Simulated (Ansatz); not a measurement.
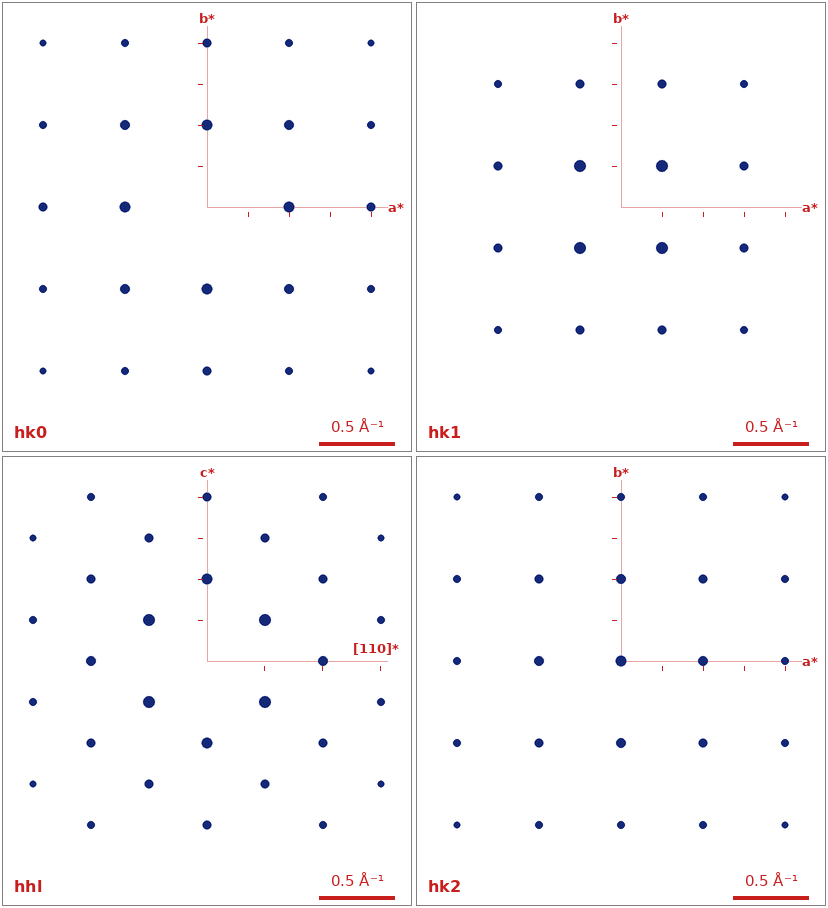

Simulated precession-type sections (X-rays; kinematic intensities, B = 0.5 Å²). The ticks mark integer indices of the conventional cell.

The compound is Cu. Structure: the end point of a relaxation with DFT PBE, scalar-relativistic, plane waves, PAW in Ansatz 0.2.0; the starting structure was generated, so it need not be a known form of this composition.

### Read the reciprocal cell and give the direct cell.

a* = 0.276, b* = 0.276, c* = 0.276 Å⁻¹; the cell is cubic with a = 3.63 Å.

### Which reflection conditions do the layers show?

Reflections are present only under these conditions. hkl: h + k = 2n, h + l = 2n; hk0: h = 2n, k = 2n; hhl: h + l = 2n; h00: h = 2n. The lattice is face-centred (F).

### Which space groups fit?

The intensities have Laue symmetry m-3m (the hk0 layer shows 4mm, hk1 shows 4mm). With these conditions the candidates are F432 (No. 209), F-43m (No. 216), Fm-3m (No. 225). Diffraction geometry alone does not choose among them; the structure has Fm-3m.
